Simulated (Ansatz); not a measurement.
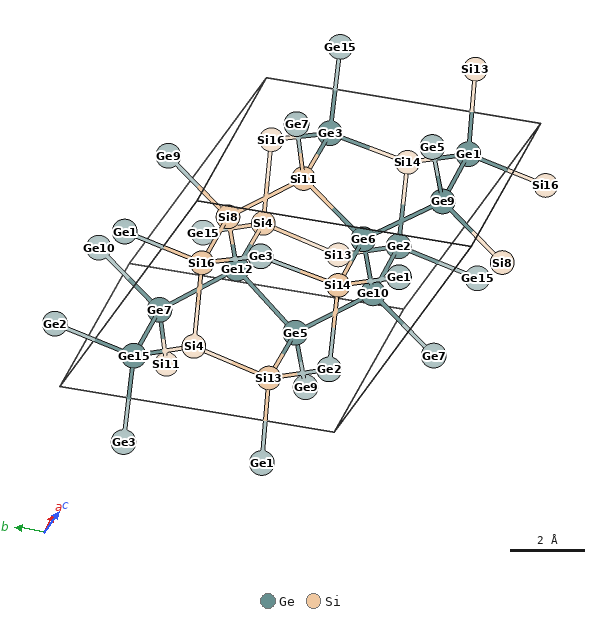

Figure 1. The structure as given in the input (ball-and-stick view of the cell of the calculation, seen at an oblique angle; neighbours outside the cell are drawn fainter; atoms are numbered from 1 in the order of the input).

**Single-point calculation, with input and output: Ge5Si3**

System: Ge5Si3 (P1, 16 atoms in the cell).
Method: DFT PBEsol, scalar-relativistic, plane waves, PAW, no spin polarisation (Ansatz 0.2.0).

The structure was built on a prototype by a generator; it need not be a known phase. Figures and captions count atoms from 1; the log counts them from 0 in places.

### The input
```yaml
crystal:
  lattice:
    - [-2.41754e-05, -0.0006958631, -6.4824698972]
    - [-3.924525823, -6.7967037086, -0.0007447391]
    - [-3.9246155911, 6.7967555363, 0.0007154505]
  atoms:
    - { symbol: Ge, position: [0.941444088, 0.165130271, 0.8325315963] }
    - { symbol: Ge, position: [0.9406305792, 0.1711199205, 0.3356635749] }
    - { symbol: Ge, position: [0.9332313024, 0.6651267641, 0.8278794806] }
    - { symbol: Si, position: [0.9418063868, 0.6653778249, 0.3369264615] }
    - { symbol: Ge, position: [0.4323085251, 0.3348722058, 0.166869893] }
    - { symbol: Ge, position: [0.4322939269, 0.3381291947, 0.669458153] }
    - { symbol: Ge, position: [0.4406151798, 0.8299002234, 0.1626780578] }
    - { symbol: Si, position: [0.4340127902, 0.83067929, 0.6676566151] }
    - { symbol: Ge, position: [0.56111083, 0.1618851507, 0.8308460286] }
    - { symbol: Ge, position: [0.5619730435, 0.1677692438, 0.3339053273] }
    - { symbol: Si, position: [0.560621402, 0.6684149891, 0.8299590324] }
    - { symbol: Ge, position: [0.5691746861, 0.6684488345, 0.3390019391] }
    - { symbol: Si, position: [0.0608354985, 0.3377613424, 0.1685127731] }
    - { symbol: Si, position: [0.0608302389, 0.3347413519, 0.6678278699] }
    - { symbol: Ge, position: [0.061376336, 0.8300504631, 0.167235731] }
    - { symbol: Si, position: [0.0677351865, 0.83059293, 0.6630474665] }
basis:
  ecutwfc: 420
kpoints:
  mp_grid: { grid: [6, 6, 6] }
  band_path:
    path: [[0.0, 0.0, 0.0], [0.385417, -0.013021, 0.015625]]
    npoints: 1
hamiltonian:
  xc: pbesol
scf:
  occupations: { method: gaussian, width: 0.01 }
  n_extra_bands: 11
output:
  forces: true
  stress: true
  eigenvalues: true
  write_density: true
  write_potential: true
  elf: true
  volumetric_format: npy
```

Run as:
```bash
ansatz run input.yaml --threads 4 --pin off --max-ram 10240MiB --backend cpu --events-out ev --progress --plain --runs-dir out
```

### The program's output
```
scf.n_extra_bands = 11 over 82 filled bands (N_el = 164.0): the run solves 93 bands
Engine: ansatz 0.2.0, x86_64-unknown-linux-gnu
Pseudopotentials: kind: paw
Pseudopotential: Ge, paw, valence charge 14, recommended cutoff 420 eV (normal), Ge.paw.azcp
Pseudopotential: Si, paw, valence charge 4, recommended cutoff 420 eV (normal), Si.paw.azcp
Functional definition: PBEsol
  exchange = pbesol_x
  correlation = pbesol_c
Crystal: 16 atoms, lattice volume = 345.830 Å³
Basis set: ecut = 420 eV, 6755 PW (Γ), exchange–correlation on 90×108×108 points (8 copies of the dense FFT grid, shifted against one another)
Bands: 93, of which v1, the nominal top of the filled ones, is band 82 counted from 1 (81 counted from 0)
Symmetry: 1 space group operations
Space group: P1 (ITA 1), of the structure as read, at distance tolerance 7.0e-5 Å
k-points: 112 of 216 (time reversal used)
Non-local potential: Ge, projectors of the file, l = 0: 2, l = 1: 2, l = 2: 3, l = 3: 1
Non-local potential: Si, projectors of the file, l = 0: 2, l = 1: 2, l = 2: 2
PAW form: soft (Blöchl's): semilocal exchange-correlation on the pseudo side does not see the compensation charge
PAW frozen core: Ge, regenerated for the run's functional, and the local potential with it (the file was generated under x = pbe(κ = 0.804, μ = 0.2195149727645171), c = pbe(β = 0.06672455060314922))
PAW frozen core: Si, regenerated for the run's functional, and the local potential with it (the file was generated under x = pbe(κ = 0.804, μ = 0.2195149727645171), c = pbe(β = 0.06672455060314922))
PAW one-centre angular grid: Ge, 590 points (default); XC on 64 Gauss nodes
PAW one-centre angular grid: Si, 110 points (default); XC on 64 Gauss nodes
Initial density: superposition of atomic densities (neutral atoms: chi_scale 0, normalization atom), corrected by the library's trained network
Initial wavefunctions: pseudopotential atomic-orbital guess
Functional: x = pbesol(κ = 0.804, μ = 0.12345679012345678), c = pbesol(β = 0.046)
SCF iter   1: F=—  HF=-46263.557283 eV  |F-HF|=—  |Δ(HF+E_count)|=         —  Δρ=2.45e-3  dr2=2.68e-2  ethr=1.77e-3  ⟨swp⟩=6.3  Hψ=39869  notcnv=0  defer=11
preconditioner: auto → Resta (q_TF=auto, 2.409 Å⁻¹)  ε∞=2.8  [insulator: Δε(μ)=0.107 eV  Ē_g=19.107 eV  σ=0.010 eV  W_gap=1.00  n_scr=70 (ndim 8)  ℏωp=25.6 eV  f_vac=0.024  D(μ)=0.00/eV (n_scr^D=0)  ε∞_Penn≈2.8]
SCF iter   2: F=—  HF=-46263.544823 eV  |F-HF|=—  |Δ(HF+E_count)|=   1.25e-2  Δρ=1.38e-3  dr2=7.51e-3  ethr=1.63e-5  ⟨swp⟩=2.8  Hψ=16693  notcnv=0  defer=559
SCF iter   3: F=—  HF=-46263.544082 eV  |F-HF|=—  |Δ(HF+E_count)|=   7.40e-4  Δρ=4.19e-4  dr2=7.42e-4  ethr=4.58e-6  ⟨swp⟩=2.0  Hψ=19715  notcnv=0  defer=559
SCF iter   4: F=—  HF=-46263.543653 eV  |F-HF|=—  |Δ(HF+E_count)|=   4.30e-4  Δρ=1.23e-4  dr2=8.15e-5  ethr=4.53e-7  ⟨swp⟩=2.0  Hψ=19057  notcnv=0  defer=559
SCF iter   5: F=—  HF=-46263.543681 eV  |F-HF|=—  |Δ(HF+E_count)|=   2.82e-5  Δρ=4.32e-5  dr2=7.66e-6  ethr=4.97e-8  ⟨swp⟩=2.0  Hψ=13418  notcnv=0  defer=559
SCF iter   6: F=—  HF=-46263.543689 eV  |F-HF|=—  |Δ(HF+E_count)|=   7.83e-6  Δρ=1.08e-5  dr2=4.49e-7  ethr=4.67e-9  ⟨swp⟩=2.6  Hψ=18104  notcnv=0  defer=559
SCF iter   7: F=—  HF=-46263.543689 eV  |F-HF|=—  |Δ(HF+E_count)|=   2.62e-7  Δρ=4.62e-6  dr2=7.98e-8  ethr=6.10e-11  ⟨swp⟩=13.2  Hψ=84057  notcnv=0
SCF iter   8: F=-46263.543689 eV  HF=-46263.543689 eV  |F-HF|=1.13e-8  |Δ(HF+E_count)|=   4.79e-9  Δρ=1.25e-6  dr2=7.61e-9  ethr=4.86e-11  ⟨swp⟩=8.0  Hψ=62527  notcnv=0
SCF 1 converged in 8 iterations: F = -46263.543689 eV  dr2 = 7.61e-9
  greatest PAW one-centre occupation: 0.998 electrons in one spin orbital (limit 2), on the Ge atom at site 9 (counted from 0), in its partial waves of l = 2
```

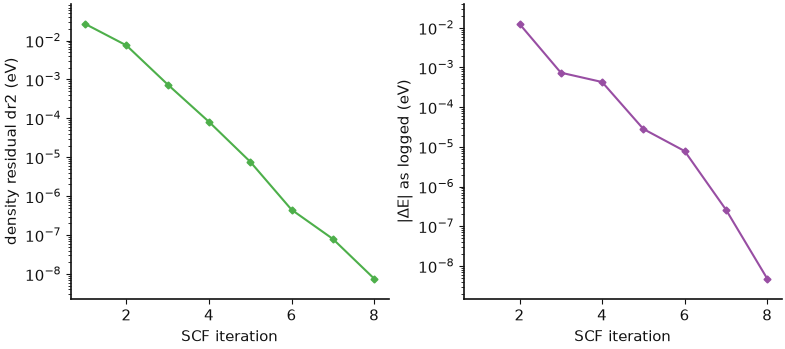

Figure 2. Convergence of the self-consistent field: density residual dr2 and size of the energy change against the SCF iteration. The residual falls at every step.

```
NSCF: frozen V_eff on 2 k-points
SCF converged after 8 iterations
Free energy (F): -46263.543689 eV
Harris-Foulkes:  -46263.543689 eV  (|F-HF|=1.13e-8)
Internal energy: -46263.543689 eV  (E = F + TS)
E sigma→0 (E₀):  -46263.543689 eV
Fermi energy:    7.938363 eV
--- Per-component energies (eV) ---
  E_band       = -1536.539717
  E_kinetic    = 1357.449659
  E_local      = -27482.667765  (includes V_loc(G=0)·N_el)
  E_nonlocal   = 4360.340378
  E_hartree    = 12155.427681
  E_xc         = -1077.830889
  E_vxc        = -928.555437  (∫ρ·V_xc dr)
  E_paw        = -22787.798324  (= ΣΔE_a)
  E_vpaw       = -3153.967612  (= ΣTr[D̂ρ^β])
  E_aug_tail   = 0.003112  (compensation charges beyond the density's cutoff)
  E_ewald      = -12797.836267
  E_core_change = 9.368726  (= ΣΔE_core)
  E_smearing   = -0.000000  (= −TS)
  E_closure    = -0.000000  (closes the sum)
  Σ components = -46263.543689   (vs F -46263.543689, Δ=0.00e0)
--- Forces (eV/Å), atoms counted from 1 ---
  atom   1  Ge    -0.00002509     0.00039725     0.00012491
  atom   2  Ge    -0.00011210    -0.00003370     0.00008483
  atom   3  Ge     0.00020485    -0.00026704     0.00013751
  atom   4  Si     0.00015665    -0.00035715     0.00019878
  atom   5  Ge     0.00016446     0.00000003     0.00013115
  atom   6  Ge    -0.00007808    -0.00029773     0.00006414
  atom   7  Ge    -0.00021888     0.00049137     0.00004531
  atom   8  Si    -0.00000269     0.00008267     0.00017742
  atom   9  Ge     0.00005287    -0.00045356    -0.00025092
  atom  10  Ge     0.00014500    -0.00025140    -0.00013643
  atom  11  Si    -0.00010894     0.00028359    -0.00015867
  atom  12  Ge    -0.00018760     0.00029564    -0.00013354
  atom  13  Si    -0.00003231     0.00029510    -0.00005614
  atom  14  Si     0.00005686     0.00013666    -0.00014767
  atom  15  Ge     0.00015601    -0.00021872    -0.00007969
  atom  16  Si    -0.00017170    -0.00010358    -0.00000156
  max |Σ_I F_I| component: 6.82e-7 eV/Å
--- Stress (GPa, compression-positive) ---
        0.000142       0.000115      -0.000089
        0.000115       0.001281      -0.000291
       -0.000089      -0.000291      -0.001460
  P = ⅓ Tr σ = -0.0000 GPa (-0.000 kbar)
--- Band table (eV; the first three rows and the last of 112) ---
  k-point 0: bands = ["-16.9759", "-16.9642", "-16.9550", "-16.9537", "-16.9480", "-16.9298", "-16.9232", "-16.9032", "-16.8897", "-16.8853", "-16.8728", "-16.8661", "-16.8619", "-16.8574", "-16.8500", "-16.8428", "-16.8236", "-16.8163", "-16.8131", "-16.8071", "-16.8020", "-16.7979", "-16.7859", "-16.7824", "-16.7810", "-16.7796", "-16.7749", "-16.7719", "-16.7656", "-16.7643", "-16.7597", "-16.7512", "-16.7455", "-16.7420", "-16.7346", "-16.7293", "-16.7239", "-16.7199", "-16.7196", "-16.7005", "-16.6922", "-16.6795", "-16.6792", "-16.6753", "-16.6711", "-16.6599", "-16.6319", "-16.6292", "-16.6207", "-16.6157", "-4.8728", "-2.9564", "-2.8416", "-2.7239", "-2.5803", "-1.3402", "-1.1377", "-1.0337", "-0.6789", "-0.4189", "-0.3227", "0.3150", "1.1130", "1.4660", "1.4787", "3.0911", "3.0935", "3.1426", "4.6516", "4.6957", "4.6972", "4.8553", "4.8673", "4.8701", "6.1866", "6.2102", "6.3525", "6.3981", "6.4475", "7.5432", "7.8732", "7.8865", "8.0176", "8.0676", "8.2709", "8.2898", "8.9748", "9.4331", "9.7810", "9.8824", "9.9617", "10.0512", "10.4632"]
  k-point 1: bands = ["-16.9760", "-16.9644", "-16.9567", "-16.9543", "-16.9482", "-16.9308", "-16.9234", "-16.9018", "-16.8899", "-16.8836", "-16.8731", "-16.8652", "-16.8609", "-16.8553", "-16.8496", "-16.8423", "-16.8229", "-16.8159", "-16.8131", "-16.8071", "-16.8025", "-16.7975", "-16.7860", "-16.7831", "-16.7816", "-16.7795", "-16.7748", "-16.7718", "-16.7659", "-16.7646", "-16.7605", "-16.7511", "-16.7456", "-16.7423", "-16.7340", "-16.7303", "-16.7241", "-16.7213", "-16.7169", "-16.7015", "-16.6921", "-16.6816", "-16.6797", "-16.6776", "-16.6724", "-16.6575", "-16.6333", "-16.6273", "-16.6198", "-16.6144", "-4.7956", "-3.1578", "-2.9318", "-2.7584", "-2.5681", "-1.2255", "-1.0464", "-0.8574", "-0.7945", "-0.4529", "-0.4252", "0.3356", "1.3262", "1.5880", "1.8978", "2.9829", "3.0910", "3.1149", "4.3438", "4.3490", "4.7578", "4.9194", "4.9451", "5.1383", "5.4827", "5.9229", "5.9823", "6.1237", "6.4296", "6.9242", "7.4163", "7.7340", "8.2301", "8.7044", "8.7337", "8.8393", "9.4958", "9.7035", "9.9937", "10.0942", "10.2512", "10.2789", "10.3668"]
  k-point 2: bands = ["-16.9762", "-16.9649", "-16.9592", "-16.9561", "-16.9486", "-16.9324", "-16.9237", "-16.8996", "-16.8899", "-16.8806", "-16.8739", "-16.8643", "-16.8604", "-16.8492", "-16.8477", "-16.8414", "-16.8214", "-16.8146", "-16.8131", "-16.8074", "-16.8042", "-16.7969", "-16.7863", "-16.7847", "-16.7826", "-16.7798", "-16.7747", "-16.7718", "-16.7665", "-16.7649", "-16.7618", "-16.7509", "-16.7460", "-16.7417", "-16.7352", "-16.7301", "-16.7242", "-16.7215", "-16.7147", "-16.7033", "-16.6923", "-16.6891", "-16.6815", "-16.6781", "-16.6729", "-16.6548", "-16.6345", "-16.6259", "-16.6175", "-16.6122", "-4.5674", "-3.6860", "-2.9894", "-2.8189", "-2.3707", "-1.4939", "-1.0650", "-0.7738", "-0.6163", "-0.5119", "-0.0742", "0.3864", "1.6224", "1.8658", "2.8645", "2.9401", "3.1128", "3.1317", "3.7498", "3.7594", "4.3016", "4.9638", "5.0728", "5.1197", "5.3209", "5.3338", "5.5428", "5.7340", "5.7480", "6.6190", "7.0185", "7.3717", "8.4517", "8.9517", "9.5961", "9.6321", "9.8102", "9.8760", "10.1272", "10.2629", "10.7000", "10.7699", "10.9396"]
  k-point 111: bands = ["-16.9677", "-16.9659", "-16.9586", "-16.9582", "-16.9431", "-16.9407", "-16.9182", "-16.9167", "-16.8905", "-16.8774", "-16.8714", "-16.8635", "-16.8598", "-16.8445", "-16.8407", "-16.8285", "-16.8272", "-16.8162", "-16.8124", "-16.8098", "-16.8052", "-16.7975", "-16.7861", "-16.7829", "-16.7821", "-16.7805", "-16.7752", "-16.7737", "-16.7657", "-16.7631", "-16.7602", "-16.7519", "-16.7511", "-16.7432", "-16.7294", "-16.7276", "-16.7233", "-16.7198", "-16.7128", "-16.7066", "-16.6992", "-16.6948", "-16.6830", "-16.6761", "-16.6719", "-16.6652", "-16.6388", "-16.6312", "-16.6096", "-16.6063", "-3.5584", "-3.5000", "-3.4718", "-3.2152", "-2.4284", "-2.2356", "-2.1768", "-2.0174", "0.3074", "0.5759", "0.6117", "0.7720", "2.1479", "2.2714", "2.4311", "2.6265", "3.8680", "3.8930", "3.9512", "3.9827", "4.7844", "4.8851", "4.8986", "4.9366", "5.3665", "5.5155", "5.5406", "5.5555", "5.7603", "6.0220", "6.0440", "6.0610", "8.8910", "9.1158", "9.1443", "9.2112", "9.2772", "9.4845", "9.5471", "9.6279", "11.0594", "11.3062", "11.3732"]
```

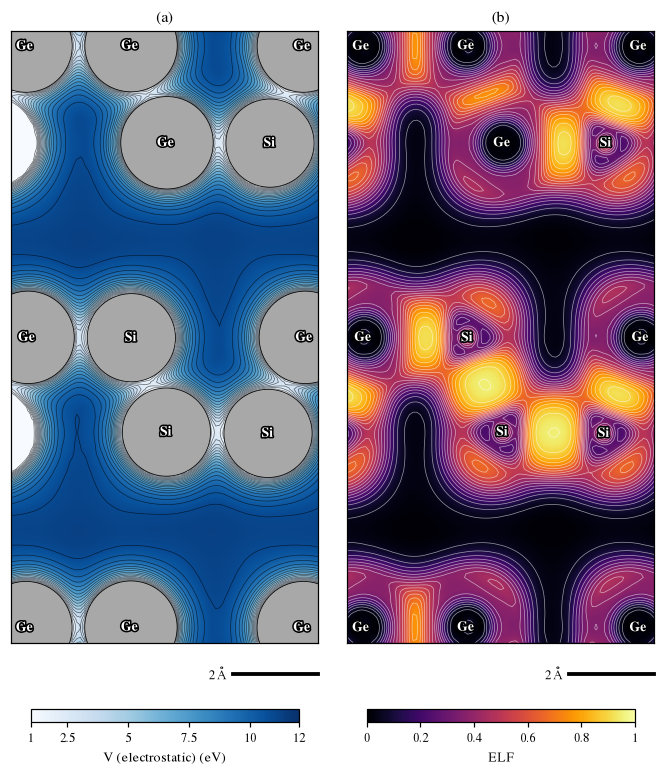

Figure 3. (a) electrostatic potential (local pseudopotential plus Hartree) felt by an electron; (b) electron localisation function on the (011̄) plane of the conventional cell. Grey discs, where drawn, cover atomic cores. Atoms in the plane: Ge and Si. Si–Si (2.35 Å): the ELF peaks at about 0.95 between the atoms (a shared electron pair). Si–Ge (2.42 Å): the ELF peaks at about 0.90 between the atoms, which marks a shared electron pair. Ge–Ge (2.45 Å): the ELF peaks at about 0.75 between the atoms (a shared electron pair). Outside the cores the potential energy rises away from the atoms and is highest about 2.6 Å from the nearest atoms; outside the discs it spans about 10 eV, and its zero is arbitrary. The fields are those of the smooth PAW valence density.

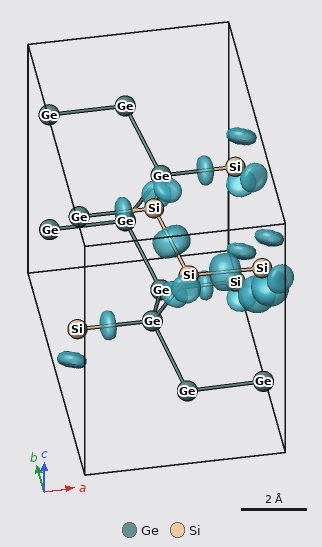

Figure 4. Isosurface of the electron localisation function at 0.85 (cyan), seen at an oblique angle. Only the valence region is drawn (cores and ρ < 0.01 e/Å³ removed). Sticks mark near contacts. The outline is the cell set on symmetry axes. Profiles from the grid: Si–Si (2.35 Å): the ELF peaks at about 0.95 between the atoms, as expected for localised, shared-pair bonding. Si–Ge (2.39 Å): the ELF peaks at about 0.90 between the atoms, which marks a shared electron pair.

### Results in brief

```tsv
quantity	value
outcome	converged
space group (tolerance 0.01 Å)	P1 (1)
electrons treated	164
free energy	−46263.5437 eV
Fermi energy	7.938 eV
gap on the k-point mesh	0.10 eV
gap on the band path	0.04 eV
pressure	0.00 GPa
largest force (length of the vector)	0.001 eV/Å
hardware	4 threads of Intel Xeon @ 2.70GHz, 189 GiB of memory available, shared host
wall time	2.7 min (CPU time 10 min)
peak memory	2.6 GiB
```
